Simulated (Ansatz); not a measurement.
## Two runs on CsPbCl3

System: CsPbCl3 (5 atoms in the cell).
Method of run 1: DFT r2SCAN, scalar-relativistic, plane waves, PAW, no spin polarisation (Ansatz 0.2.0).

The structure derives from a Materials Project entry. Text and figures count atoms from 1; the logs count them from 0 in places.

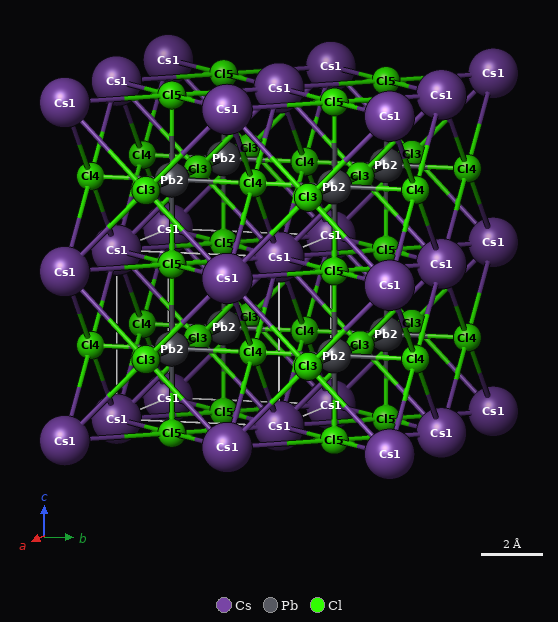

**Figure 1.** The input geometry (ball-and-stick view of the cell of the calculation, repeated 2 × 2 × 2, seen slightly off an axis; atoms are numbered from 1 in the order of the input).

**Input file, run 1**
```yaml
crystal:
  lattice:
    - [5.6758069162, 0.0, 0.0]
    - [0.0, 5.6758069162, 0.0]
    - [0.0, 0.0, 5.6758069162]
  atoms:
    - { symbol: Cs, position: [0.0, 0.0, 0.0] }
    - { symbol: Pb, position: [0.5, 0.5, 0.5] }
    - { symbol: Cl, position: [0.0, 0.5, 0.5] }
    - { symbol: Cl, position: [0.5, 0.0, 0.5] }
    - { symbol: Cl, position: [0.5, 0.5, 0.0] }
basis:
  ecutwfc: 500
kpoints:
  mp_grid: { grid: [6, 6, 6] }
hamiltonian:
  xc: r2scan
scf:
  occupations: { method: gaussian, width: 0.02 }
output:
  forces: true
  stress: true
  eigenvalues: true
```

Launched with:
```bash
ansatz run input.yaml --threads 1 --pin off --max-ram 2560MiB --backend cpu --events-out ev --progress --plain --runs-dir out
```

Hardware: 1 thread of Arm Neoverse V1, 24 GiB of memory available, shared host.

**Output, shortened to warnings, some set-up lines, iterations and results (run 1)**
```
Basis set: ecut = 500 eV, 4697 PW (Γ), exchange–correlation on 180×180×180 points (64 copies of the dense FFT grid, shifted against one another)
Symmetry: 48 space group operations
k-points: 20 of 216
Initial density: superposition of atomic densities (neutral atoms: chi_scale 0, normalization atom), corrected by the library's trained network
[...]
SCF iter   1: F=—  HF=-20866.145795 eV  |F-HF|=—  |Δ(HF+E_count)|=         —  Δρ=4.46e-3  dr2=2.39e-2  dr2_τ=5.66e-3  ethr=1.77e-3  ⟨swp⟩=8.3  Hψ=2895  notcnv=0
SCF iter   2: F=—  HF=-20866.168824 eV  |F-HF|=—  |Δ(HF+E_count)|=   2.30e-2  Δρ=1.98e-3  dr2=5.15e-3  dr2_τ=2.28e-4  ethr=5.43e-5  ⟨swp⟩=3.3  Hψ=1302  notcnv=0  defer=20
SCF iter   3: F=—  HF=-20866.168160 eV  |F-HF|=—  |Δ(HF+E_count)|=   6.63e-4  Δρ=5.19e-4  dr2=3.61e-4  dr2_τ=4.76e-5  ethr=1.17e-5  ⟨swp⟩=2.5  Hψ=1009  notcnv=0  defer=20
SCF iter   4: F=—  HF=-20866.168181 eV  |F-HF|=—  |Δ(HF+E_count)|=   2.11e-5  Δρ=7.77e-5  dr2=1.16e-5  dr2_τ=1.38e-6  ethr=8.20e-7  ⟨swp⟩=2.0  Hψ=837  notcnv=0  defer=20
SCF iter   5: F=—  HF=-20866.168150 eV  |F-HF|=—  |Δ(HF+E_count)|=   3.17e-5  Δρ=2.03e-5  dr2=5.91e-7  dr2_τ=5.80e-8  ethr=2.63e-8  ⟨swp⟩=2.1  Hψ=918  notcnv=0  defer=20
SCF iter   6: F=-20866.168150 eV  HF=-20866.168150 eV  |F-HF|=7.78e-9  |Δ(HF+E_count)|=   5.68e-7  Δρ=3.26e-6  dr2=2.75e-8  dr2_τ=1.65e-9  ethr=2.27e-10  ⟨swp⟩=11.1  Hψ=2979  …
SCF 1 converged in 6 iterations: F = -20866.168150 eV  dr2 = 2.75e-8
SCF converged after 6 iterations
Free energy (F): -20866.168150 eV
Harris-Foulkes:  -20866.168150 eV  (|F-HF|=7.78e-9)
Internal energy: -20866.168150 eV  (E = F + TS)
E sigma→0 (E₀):  -20866.168150 eV
Fermi energy:    4.570376 eV
--- Per-component energies (eV) ---
  E_band       = -274.580482
  E_kinetic    = 909.962485
  E_local      = -2710.776038  (includes V_loc(G=0)·N_el)
  E_nonlocal   = 465.012067
  E_hartree    = 1026.559839
  E_xc         = -684.570398
  E_vxc        = -688.985348  (∫ρ·V_xc dr)
  E_paw        = -17522.456585  (= ΣΔE_a)
  E_vpaw       = -341.998661  (= ΣTr[D̂ρ^β])
  E_aug_tail   = 0.000122  (compensation charges beyond the density's cutoff)
  E_vtau       = 39.084669  (kinetic-family band-sum trace: ∫τ·v_τ [+ j·A + Jᵃ·Aᵃ] dr)
  E_ewald      = -2350.505803
  E_core_change = 0.606161  (= ΣΔE_core)
  E_smearing   = -0.000000  (= −TS)
  E_closure    = -0.000000  (closes the sum)
  Σ components = -20866.168150   (vs F -20866.168150, Δ=0.00e0)
--- Forces (eV/Å), atoms counted from 1 ---
  atom   1  Cs    -0.00000000    -0.00000000    -0.00000000
  atom   2  Pb     0.00000000    -0.00000000    -0.00000000
  atom   3  Cl     0.00000000     0.00000000     0.00000000
  atom   4  Cl    -0.00000000    -0.00000000     0.00000000
  atom   5  Cl    -0.00000000    -0.00000000     0.00000000
  max |Σ_I F_I| component: 1.01e-28 eV/Å
--- Stress (GPa, compression-positive) ---
       -0.030111       0.000000       0.000000
       -0.000000      -0.030111       0.000000
       -0.000000       0.000000      -0.030111
  P = ⅓ Tr σ = -0.0301 GPa (-0.301 kbar)
```

For run 2 the input was changed thus:
```diff
-    - [0.0, 0.0, 5.6758069162]
+    - [0.0, 0.0, 5.5622907778]
```

Predict how the results change.

With the same functional and potentials, run 2 lies 2.7 meV per atom higher. The gap on the mesh goes from 2.46 to 2.31 eV. The pressure goes from −0.03 to 0.52 GPa. The volume per atom goes from 36.57 to 35.84 Å³. The number of SCF iterations is the same. The irreducible k-points go from 20 to 40. The plane waves at Γ go from 4697 to 4577. On the same kind of shared host run 2 took about 1.8 times as long.

**Output, shortened to warnings, some set-up lines, iterations and results (run 2)**
```
Basis set: ecut = 500 eV, 4577 PW (Γ), exchange–correlation on 180×180×180 points (64 copies of the dense FFT grid, shifted against one another)
Symmetry: 16 space group operations
k-points: 40 of 216
Initial density: superposition of atomic densities (neutral atoms: chi_scale 0, normalization atom), corrected by the library's trained network
[...]
SCF iter   1: F=—  HF=-20866.130909 eV  |F-HF|=—  |Δ(HF+E_count)|=         —  Δρ=4.49e-3  dr2=2.37e-2  dr2_τ=5.67e-3  ethr=1.77e-3  ⟨swp⟩=8.4  Hψ=5827  notcnv=0
SCF iter   2: F=—  HF=-20866.155336 eV  |F-HF|=—  |Δ(HF+E_count)|=   2.44e-2  Δρ=2.01e-3  dr2=5.16e-3  dr2_τ=2.28e-4  ethr=5.39e-5  ⟨swp⟩=3.4  Hψ=2610  notcnv=0  defer=40
SCF iter   3: F=—  HF=-20866.154670 eV  |F-HF|=—  |Δ(HF+E_count)|=   6.66e-4  Δρ=5.28e-4  dr2=3.63e-4  dr2_τ=4.97e-5  ethr=1.17e-5  ⟨swp⟩=2.4  Hψ=2098  notcnv=0  defer=40
SCF iter   4: F=—  HF=-20866.154695 eV  |F-HF|=—  |Δ(HF+E_count)|=   2.42e-5  Δρ=8.02e-5  dr2=1.20e-5  dr2_τ=1.47e-6  ethr=8.24e-7  ⟨swp⟩=2.1  Hψ=1657  notcnv=0  defer=40
SCF iter   5: F=—  HF=-20866.154659 eV  |F-HF|=—  |Δ(HF+E_count)|=   3.58e-5  Δρ=2.08e-5  dr2=6.27e-7  dr2_τ=5.82e-8  ethr=2.73e-8  ⟨swp⟩=2.0  Hψ=1843  notcnv=0  defer=40
SCF iter   6: F=-20866.154659 eV  HF=-20866.154659 eV  |F-HF|=8.72e-9  |Δ(HF+E_count)|=   6.15e-7  Δρ=3.30e-6  dr2=2.90e-8  dr2_τ=1.45e-9  ethr=2.27e-10  ⟨swp⟩=11.1  Hψ=5870  …
SCF 1 converged in 6 iterations: F = -20866.154659 eV  dr2 = 2.90e-8
SCF converged after 6 iterations
Free energy (F): -20866.154659 eV
Harris-Foulkes:  -20866.154659 eV  (|F-HF|=8.72e-9)
Internal energy: -20866.154659 eV  (E = F + TS)
E sigma→0 (E₀):  -20866.154659 eV
Fermi energy:    4.810031 eV
--- Per-component energies (eV) ---
  E_band       = -267.092575
  E_kinetic    = 910.894944
  E_local      = -2687.732997  (includes V_loc(G=0)·N_el)
  E_nonlocal   = 465.092620
  E_hartree    = 1018.561370
  E_xc         = -684.971811
  E_vxc        = -689.459428  (∫ρ·V_xc dr)
  E_paw        = -17522.487988  (= ΣΔE_a)
  E_vpaw       = -342.029210  (= ΣTr[D̂ρ^β])
  E_aug_tail   = 0.000125  (compensation charges beyond the density's cutoff)
  E_vtau       = 39.017694  (kinetic-family band-sum trace: ∫τ·v_τ [+ j·A + Jᵃ·Aᵃ] dr)
  E_ewald      = -2366.117083
  E_core_change = 0.606161  (= ΣΔE_core)
  E_smearing   = -0.000000  (= −TS)
  E_closure    = -0.000000  (closes the sum)
  Σ components = -20866.154659   (vs F -20866.154659, Δ=0.00e0)
--- Forces (eV/Å), atoms counted from 1 ---
  atom   1  Cs    -0.00000000    -0.00000000     0.00000000
  atom   2  Pb     0.00000000     0.00000000     0.00000000
  atom   3  Cl     0.00000000     0.00000000     0.00000000
  atom   4  Cl    -0.00000000     0.00000000     0.00000000
  atom   5  Cl    -0.00000000    -0.00000000     0.00000000
  max |Σ_I F_I| component: 6.51e-30 eV/Å
--- Stress (GPa, compression-positive) ---
        0.145579       0.000000       0.000000
        0.000000       0.145579       0.000000
        0.000000       0.000000       1.262271
  P = ⅓ Tr σ = 0.5178 GPa (5.178 kbar)
```

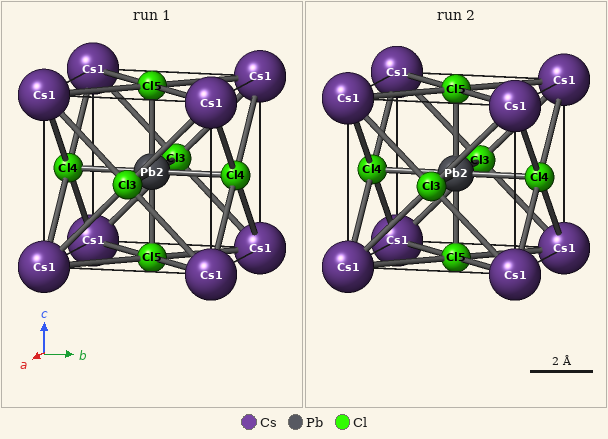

**Figure 2.** The two input geometries at one scale (ball-and-stick view of the cell of the calculation, seen slightly off an axis). The atoms keep their places relative to the cell (all moves are under 0.005 Å). The volume changes by −2.0 %, with a = b stay at 5.676 Å, c 5.676 → 5.562 Å (−2.0 %). Among the contacts that change: Pb2–Cl5 2.838 → 2.781 Å, Cs1–Cl3 4.013 → 3.973 Å.

**The two runs side by side**

| quantity | run 1 | run 2 |
| --- | --- | --- |
| outcome | converged | converged |
| free energy per atom (eV) | −4173.2336 | −4173.2309 |
| gap on the mesh (eV) | 2.46 | 2.31 |
| pressure (GPa) | −0.03 | 0.52 |
| volume per atom (Å³) | 36.57 | 35.84 |
| largest force (eV/Å) | 0.000 | 0.000 |
| SCF iterations | 6 | 6 |
| irreducible k-points | 20 | 40 |
| plane waves at Γ | 4697 | 4577 |
| wall time (shared host) | 17 s | 31 s |

For both runs: Spin–orbit coupling is left out, which matters for Pb.
